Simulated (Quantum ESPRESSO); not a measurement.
# Fields calculation, with input and output: ZrS2 (part 2 of 2)

ZrS2 (P-3m1, 3 atoms in the cell); Kohn-Sham DFT of a periodic cell, BLYP, spin-orbit coupling, PseudoDojo 0.4 FR PBE standard, no spin polarisation (Quantum ESPRESSO 7.5); cutoff 897.98 eV, 8×8×5 k-mesh, fermi-dirac of 0.05 eV. The structure derives from a Materials Project entry.

Geometry of the input (Å; fractional positions):
```
3.6914  0.0000  0.0000
-1.8457  3.1968  0.0000
0.0000  0.0000  6.0411
Zr 0.0000  0.0000  0.0000
S  0.6667  0.3333  0.7621
S  0.3333  0.6667  0.2379
```

Output, continued:
```
          k = 0.1250 0.2165 0.1222 (  4351 PWs)   bands (ev):

   -42.1399 -42.1399 -21.3559 -21.3559 -19.6250 -19.6250 -19.5678 -19.5678
    -5.1886  -5.1886  -4.4581  -4.4581   3.3805   3.3805   3.9490   3.9490
     4.2699   4.2699   5.0854   5.0854   5.7563   5.7563   6.5815   6.5815
     8.8417   8.8417   9.0330   9.0330   9.9840   9.9840  11.5551  11.5551
    11.6110  11.6110  14.8340  14.8340  15.1203  15.1203

          k = 0.1250 0.2165 0.2444 (  4351 PWs)   bands (ev):

   -42.1399 -42.1399 -21.3560 -21.3560 -19.6251 -19.6251 -19.5679 -19.5679
    -5.0882  -5.0882  -4.5807  -4.5807   3.4539   3.4539   3.9930   3.9930
     4.2857   4.2857   5.2099   5.2099   5.7164   5.7164   6.2849   6.2849
     8.8901   8.8901   8.9705   8.9705  10.1827  10.1827  11.3416  11.3416
    11.6522  11.6522  15.2002  15.2002  15.3216  15.3216

          k = 0.1250 0.3608 0.0000 (  4345 PWs)   bands (ev):

   -42.1338 -42.1338 -21.3806 -21.3806 -19.6635 -19.6635 -19.5894 -19.5894
    -4.8439  -4.8439  -4.4645  -4.4645   3.5983   3.5983   3.9062   3.9062
     4.0861   4.0861   4.5938   4.5938   5.3133   5.3133   6.1750   6.1750
     8.6711   8.6711   9.5818   9.5818  10.2563  10.2563  11.4525  11.4525
    12.5317  12.5317  15.0274  15.0275  15.6211  15.6211

          k = 0.1250 0.3608 0.1222 (  4355 PWs)   bands (ev):

   -42.1338 -42.1338 -21.3806 -21.3806 -19.6635 -19.6635 -19.5895 -19.5895
    -4.8470  -4.8470  -4.4571  -4.4571   3.3946   3.3946   3.7242   3.7242
     4.4008   4.4008   4.5963   4.5963   5.4095   5.4095   6.3238   6.3238
     8.5794   8.5794   9.6347   9.6347  10.3077  10.3077  11.3621  11.3621
    12.1992  12.1992  14.9663  14.9663  15.0864  15.0864

          k = 0.1250 0.3608 0.2444 (  4356 PWs)   bands (ev):

   -42.1338 -42.1338 -21.3806 -21.3806 -19.6635 -19.6635 -19.5895 -19.5895
    -4.7893  -4.7893  -4.5193  -4.5193   3.2916   3.2916   3.6318   3.6318
     4.4701   4.4701   4.8710   4.8710   5.4204   5.4204   6.2632   6.2632
     8.5861   8.5861   9.5492   9.5492  10.2974  10.2974  11.5284  11.5284
    11.9007  11.9007  14.7431  14.7431  14.9792  14.9792

          k = 0.1250 0.5052 0.0000 (  4368 PWs)   bands (ev):

   -42.1295 -42.1295 -21.3987 -21.3987 -19.6988 -19.6988 -19.5949 -19.5949
    -4.6755  -4.6755  -4.3677  -4.3677   2.9653   2.9653   3.9672   3.9672
     4.5894   4.5894   4.6828   4.6828   5.1879   5.1879   5.5246   5.5246
     8.5697   8.5697   9.9485   9.9485  10.2446  10.2446  11.9174  11.9174
    12.7011  12.7011  14.6764  14.6764  14.9458  14.9458

          k = 0.1250 0.5052 0.1222 (  4356 PWs)   bands (ev):

   -42.1295 -42.1295 -21.3987 -21.3987 -19.6988 -19.6988 -19.5950 -19.5950
    -4.7165  -4.7165  -4.3186  -4.3186   2.9173   2.9173   3.7818   3.7818
     4.4757   4.4757   4.8282   4.8282   5.2861   5.2861   5.8096   5.8096
     8.4660   8.4660   9.9876   9.9876  10.2335  10.2335  11.8210  11.8210
    12.6657  12.6657  14.2272  14.2272  14.9167  14.9167

          k = 0.1250 0.5052 0.2444 (  4370 PWs)   bands (ev):

   -42.1295 -42.1295 -21.3987 -21.3987 -19.6988 -19.6988 -19.5950 -19.5950
    -4.7330  -4.7330  -4.2979  -4.2979   2.8700   2.8700   3.6915   3.6915
     4.4335   4.4335   4.8907   4.8907   5.3872   5.3872   5.9994   5.9994
     8.3752   8.3752   9.9568   9.9568  10.2196  10.2196  11.8319  11.8319
    12.7756  12.7756  13.8415  13.8415  14.5220  14.5220

          k = 0.2500 0.4330 0.0000 (  4367 PWs)   bands (ev):

   -42.1295 -42.1295 -21.3977 -21.3977 -19.6862 -19.6862 -19.6094 -19.6094
    -4.5459  -4.5459  -4.5017  -4.5017   3.3658   3.3658   3.8516   3.8516
     4.2620   4.2620   4.6822   4.6822   4.8415   4.8415   5.7852   5.7852
     9.0061   9.0061   9.7865   9.7865  10.1605  10.1605  11.4456  11.4456
    12.6569  12.6569  14.8585  14.8586  16.0223  16.0223

          k = 0.2500 0.4330 0.1222 (  4360 PWs)   bands (ev):

   -42.1295 -42.1295 -21.3977 -21.3977 -19.6862 -19.6862 -19.6094 -19.6094
    -4.5650  -4.5650  -4.4818  -4.4818   3.3406   3.3406   3.7025   3.7025
     4.3587   4.3587   4.7527   4.7527   4.9276   4.9276   5.7703   5.7703
     9.0169   9.0169   9.6471   9.6471  10.1785  10.1785  11.5395  11.5395
    12.6618  12.6618  14.9130  14.9130  15.5409  15.5409

          k = 0.2500 0.4330 0.2444 (  4373 PWs)   bands (ev):

   -42.1295 -42.1295 -21.3977 -21.3977 -19.6862 -19.6862 -19.6094 -19.6094
    -4.5840  -4.5840  -4.4615  -4.4615   3.3078   3.3078   3.5347   3.5347
     4.4869   4.4869   4.7715   4.7715   5.1009   5.1009   5.7598   5.7598
     9.0427   9.0427   9.4386   9.4386  10.1924  10.1924  11.6944  11.6944
    12.6217  12.6217  14.9394  14.9394  15.3017  15.3017

          k = 0.2500 0.5774 0.0000 (  4377 PWs)   bands (ev):

   -42.1277 -42.1277 -21.4047 -21.4047 -19.6954 -19.6954 -19.6179 -19.6179
    -4.5299  -4.5299  -4.4006  -4.4006   3.2923   3.2923   3.7178   3.7178
     4.1581   4.1581   4.8834   4.8834   4.9143   4.9143   5.5193   5.5193
     9.0303   9.0303   9.9892   9.9892  10.0666  10.0666  11.7131  11.7131
    12.1811  12.1811  14.8027  14.8027  15.9628  15.9628

          k = 0.2500 0.5774 0.1222 (  4383 PWs)   bands (ev):

   -42.1277 -42.1277 -21.4047 -21.4047 -19.6954 -19.6954 -19.6179 -19.6179
    -4.5421  -4.5421  -4.3887  -4.3887   3.2904   3.2904   3.6742   3.6742
     4.1765   4.1765   4.9276   4.9276   4.9606   4.9606   5.4893   5.4893
     9.0128   9.0128   9.9063   9.9063  10.0468  10.0468  11.7832  11.7832
    12.3817  12.3817  14.8479  14.8479  15.8383  15.8383

          k = 0.2500 0.5774 0.2444 (  4368 PWs)   bands (ev):

   -42.1277 -42.1277 -21.4047 -21.4047 -19.6953 -19.6953 -19.6180 -19.6180
    -4.5587  -4.5587  -4.3728  -4.3728   3.2778   3.2778   3.6180   3.6180
     4.2525   4.2525   4.8681   4.8681   5.0656   5.0656   5.4940   5.4940
     8.9781   8.9781   9.8260   9.8260   9.9776   9.9776  11.9395  11.9395
    12.7184  12.7184  14.6688  14.6688  15.5039  15.5040

          k = 0.0000 0.1443-0.1222 (  4336 PWs)   bands (ev):

   -42.1442 -42.1442 -21.3392 -21.3392 -19.6116 -19.6116 -19.5369 -19.5369
    -5.4503  -5.4503  -4.4131  -4.4131   3.1724   3.1724   3.9698   3.9698
     4.2473   4.2473   5.8904   5.8904   6.3426   6.3426   6.5510   6.5510
     8.5443   8.5443   8.9249   8.9249   9.6123   9.6123  11.4475  11.4475
    11.9975  11.9975  13.8281  13.8281  14.0976  14.0976

          k = 0.0000 0.1443-0.2444 (  4327 PWs)   bands (ev):

   -42.1442 -42.1442 -21.3392 -21.3392 -19.6117 -19.6117 -19.5369 -19.5369
    -5.3438  -5.3438  -4.5599  -4.5599   3.6075   3.6075   3.8907   3.8907
     4.2529   4.2529   5.7514   5.7514   6.0670   6.0670   6.3303   6.3303
     8.5242   8.5242   8.9161   8.9161   9.8437   9.8437  11.4657  11.4657
    12.0610  12.0610  14.2236  14.2236  14.6645  14.6645

          k = 0.0000 0.2887-0.1222 (  4353 PWs)   bands (ev):

   -42.1381 -42.1381 -21.3632 -21.3632 -19.6377 -19.6377 -19.5727 -19.5727
    -5.0610  -5.0610  -4.4981  -4.4981   3.5994   3.5994   3.8102   3.8102
     4.4313   4.4313   4.6410   4.6410   5.8574   5.8574   6.2792   6.2792
     8.3967   8.3967   9.5709   9.5709   9.8719   9.8719  11.7436  11.7436
    12.0700  12.0700  14.4504  14.4504  15.5955  15.5955

          k = 0.0000 0.2887-0.2444 (  4352 PWs)   bands (ev):

   -42.1381 -42.1381 -21.3632 -21.3632 -19.6377 -19.6377 -19.5728 -19.5728
    -4.9721  -4.9721  -4.5992  -4.5992   3.4366   3.4366   3.9504   3.9504
     4.4075   4.4075   4.8240   4.8240   5.8918   5.8918   6.1700   6.1700
     8.3473   8.3473   9.5943   9.5943  10.0413  10.0413  11.4663  11.4663
    11.9780  11.9780  14.5247  14.5247  15.5185  15.5185

          k = 0.0000 0.4330-0.1222 (  4348 PWs)   bands (ev):

   -42.1320 -42.1320 -21.3887 -21.3887 -19.6864 -19.6864 -19.5824 -19.5824
    -4.7336  -4.7336  -4.4743  -4.4743   3.1121   3.1121   4.0393   4.0393
     4.4596   4.4596   4.6172   4.6172   5.5199   5.5199   5.7523   5.7523
     8.1905   8.1905   9.9477   9.9477  10.2012  10.2012  12.2968  12.2968
    12.7711  12.7711  13.7036  13.7036  15.2647  15.2647

          k = 0.0000 0.4330-0.2444 (  4353 PWs)   bands (ev):

   -42.1320 -42.1320 -21.3887 -21.3887 -19.6864 -19.6864 -19.5825 -19.5825
    -4.7653  -4.7653  -4.4341  -4.4341   2.9985   2.9985   3.7815   3.7815
     4.4011   4.4011   4.8991   4.8991   5.7973   5.7973   5.8867   5.8867
     8.1127   8.1127   9.9637   9.9637  10.2087  10.2087  12.0933  12.0933
    12.5235  12.5235  13.5236  13.5236  14.7352  14.7352

          k =-0.1250 0.3608-0.1222 (  4355 PWs)   bands (ev):

   -42.1338 -42.1338 -21.3806 -21.3806 -19.6635 -19.6635 -19.5895 -19.5895
    -4.7803  -4.7803  -4.5352  -4.5352   3.5437   3.5437   3.8200   3.8200
     4.2519   4.2519   4.7580   4.7580   5.2686   5.2686   6.0207   6.0207
     8.7450   8.7450   9.4473   9.4473  10.2461  10.2461  11.6287  11.6287
    12.4242  12.4242  14.7049  14.7049  15.9691  15.9691

          k =-0.1250 0.3608-0.2444 (  4356 PWs)   bands (ev):

   -42.1338 -42.1338 -21.3806 -21.3806 -19.6635 -19.6635 -19.5895 -19.5895
    -4.7215  -4.7215  -4.5941  -4.5941   3.3616   3.3616   3.6707   3.6707
     4.4705   4.4705   4.9345   4.9345   5.3287   5.3287   6.0645   6.0645
     8.6874   8.6874   9.4387   9.4387  10.2653  10.2653  11.6643  11.6643
    12.0304  12.0304  14.7207  14.7207  15.4839  15.4839

          k =-0.1250 0.5052-0.1222 (  4356 PWs)   bands (ev):

   -42.1295 -42.1295 -21.3987 -21.3987 -19.6988 -19.6988 -19.5950 -19.5950
    -4.6689  -4.6689  -4.3753  -4.3753   2.9519   2.9519   3.9325   3.9325
     4.5728   4.5728   4.7612   4.7612   5.2034   5.2034   5.5430   5.5430
     8.5578   8.5578   9.8956   9.8956  10.2369  10.2369  11.9517  11.9517
    12.9148  12.9148  14.0385  14.0385  15.2634  15.2634

          k =-0.1250 0.5052-0.2444 (  4370 PWs)   bands (ev):

   -42.1295 -42.1295 -21.3987 -21.3987 -19.6988 -19.6988 -19.5950 -19.5950
    -4.7084  -4.7084  -4.3282  -4.3282   2.8903   2.8903   3.7687   3.7687
     4.4832   4.4832   4.8447   4.8447   5.3453   5.3453   5.8504   5.8504
     8.4366   8.4366   9.9002   9.9002  10.2248  10.2248  11.8796  11.8796
    13.0398  13.0398  13.6759  13.6759  14.7470  14.7470

     the Fermi energy is     7.4266 ev

!    total energy              =    -145.35910002 Ry
     estimated scf accuracy    <          1.9E-10 Ry
     smearing contrib. (-TS)   =      -0.00000011 Ry
     internal energy E=F+TS    =    -145.35909991 Ry

     The total energy is F=E-TS. E is the sum of the following terms:
     one-electron contribution =     -55.20674172 Ry
     hartree contribution      =      35.46458449 Ry
     xc contribution           =     -32.39984096 Ry
     ewald contribution        =     -93.21710173 Ry

     convergence has been achieved in  10 iterations

     Forces acting on atoms (cartesian axes, Ry/au):

     atom    1 type  1   force =     0.00000000    0.00000000    0.00000000
     atom    2 type  2   force =     0.00000000    0.00000000   -0.01291044
     atom    3 type  2   force =    -0.00000000   -0.00000000    0.01291044

     Total force =     0.018258     Total SCF correction =     0.000022

     Computing stress (Cartesian axis) and pressure

          total   stress  (Ry/bohr**3)                   (kbar)     P=       45.66
   0.00032442  -0.00000000   0.00000000           47.72       -0.00        0.00
  -0.00000000   0.00032442   0.00000000           -0.00       47.72        0.00
   0.00000000   0.00000000   0.00028240            0.00        0.00       41.54

=------------------------------------------------------------------------------=
   JOB DONE.
=------------------------------------------------------------------------------=
```

File pp_density.out:
```
This program is part of the open-source Quantum ESPRESSO suite
     for quantum simulation of materials; please cite
         "P. Giannozzi et al., J. Phys.:Condens. Matter 21 395502 (2009);
         "P. Giannozzi et al., J. Phys.:Condens. Matter 29 465901 (2017);
         "P. Giannozzi et al., J. Chem. Phys. 152 154105 (2020);
          URL
     in publications or presentations arising from this work. More details at

     ./tmp/pwscf.save/

     IMPORTANT: XC functional enforced from input :
     Exchange-correlation= BLYP
                           (   1   3   1   3   0   0   0)
     Any further DFT definition will be discarded
     Please, verify this is what you really want

     G-vector sticks info
     --------------------
     sticks:   dense  smooth     PW     G-vecs:    dense   smooth      PW
     Sum         889     889    253                34811    34811    5383

     Using Slab Decomposition

     Calling punch_plot, plot_num =   0
     Writing data to file  density.dat
     Reading data from file  density.dat

     Writing data to be plotted to file density.cube
     Plot Type: 3D                     Output format: Gaussian cube

=------------------------------------------------------------------------------=
   JOB DONE.
=------------------------------------------------------------------------------=
```

File pp_potential.out:
```
This program is part of the open-source Quantum ESPRESSO suite
     for quantum simulation of materials; please cite
         "P. Giannozzi et al., J. Phys.:Condens. Matter 21 395502 (2009);
         "P. Giannozzi et al., J. Phys.:Condens. Matter 29 465901 (2017);
         "P. Giannozzi et al., J. Chem. Phys. 152 154105 (2020);
          URL
     in publications or presentations arising from this work. More details at

     ./tmp/pwscf.save/

     IMPORTANT: XC functional enforced from input :
     Exchange-correlation= BLYP
                           (   1   3   1   3   0   0   0)
     Any further DFT definition will be discarded
     Please, verify this is what you really want

     G-vector sticks info
     --------------------
     sticks:   dense  smooth     PW     G-vecs:    dense   smooth      PW
     Sum         889     889    253                34811    34811    5383

     Using Slab Decomposition

     Calling punch_plot, plot_num =  11
     Writing data to file  potential.dat
     Reading data from file  potential.dat

     Writing data to be plotted to file potential.cube
     Plot Type: 3D                     Output format: Gaussian cube

=------------------------------------------------------------------------------=
   JOB DONE.
=------------------------------------------------------------------------------=
```

File pp_potential_ks.out:
```
This program is part of the open-source Quantum ESPRESSO suite
     for quantum simulation of materials; please cite
         "P. Giannozzi et al., J. Phys.:Condens. Matter 21 395502 (2009);
         "P. Giannozzi et al., J. Phys.:Condens. Matter 29 465901 (2017);
         "P. Giannozzi et al., J. Chem. Phys. 152 154105 (2020);
          URL
     in publications or presentations arising from this work. More details at

     ./tmp/pwscf.save/

     IMPORTANT: XC functional enforced from input :
     Exchange-correlation= BLYP
                           (   1   3   1   3   0   0   0)
     Any further DFT definition will be discarded
     Please, verify this is what you really want

     G-vector sticks info
     --------------------
     sticks:   dense  smooth     PW     G-vecs:    dense   smooth      PW
     Sum         889     889    253                34811    34811    5383

     Using Slab Decomposition

     Calling punch_plot, plot_num =   1
     Writing data to file  potential_ks.dat
     Reading data from file  potential_ks.dat

     Writing data to be plotted to file potential_ks.cube
     Plot Type: 3D                     Output format: Gaussian cube

=------------------------------------------------------------------------------=
   JOB DONE.
=------------------------------------------------------------------------------=
```

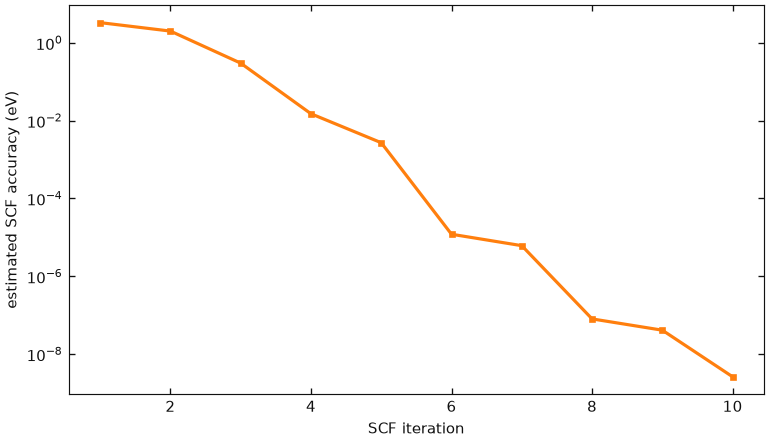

Convergence of the self-consistent field: estimated SCF accuracy against the iteration. The field takes 10 iterations in all.

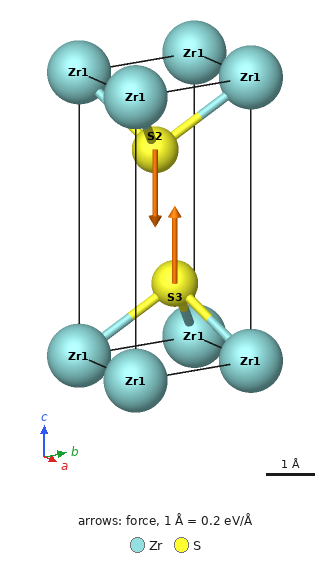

Forces on the atoms as orange arrows (ball-and-stick view of the cell of the calculation, seen slightly off an axis; atoms are numbered from 1 in the order of the input). The largest act on S2, S3 (0.33 eV/Å). The geometry is not a stationary point of this energy.

Summary:

| quantity | value |
| --- | --- |
| outcome | converged |
| space group (tolerance 0.01 Å) | P-3m1 (164) |
| electrons treated | 24 |
| free energy | −1977.7113 eV |
| Fermi energy | 7.427 eV |
| gap on the k-point mesh | 1.07 eV |
| pressure | 4.57 GPa |
| largest force (length of the vector) | 0.332 eV/Å |
| hardware | 1 thread of Intel Xeon @ 2.80GHz (Skylake/Cascade Lake), 24 GiB of memory available, shared host |
| wall time | 3.1 min |
| peak memory | 0.35 GiB |

Remarks:

Further notes kept with the run: potentials made for another functional. Points of doubt noted for this run: potentials made for another functional.
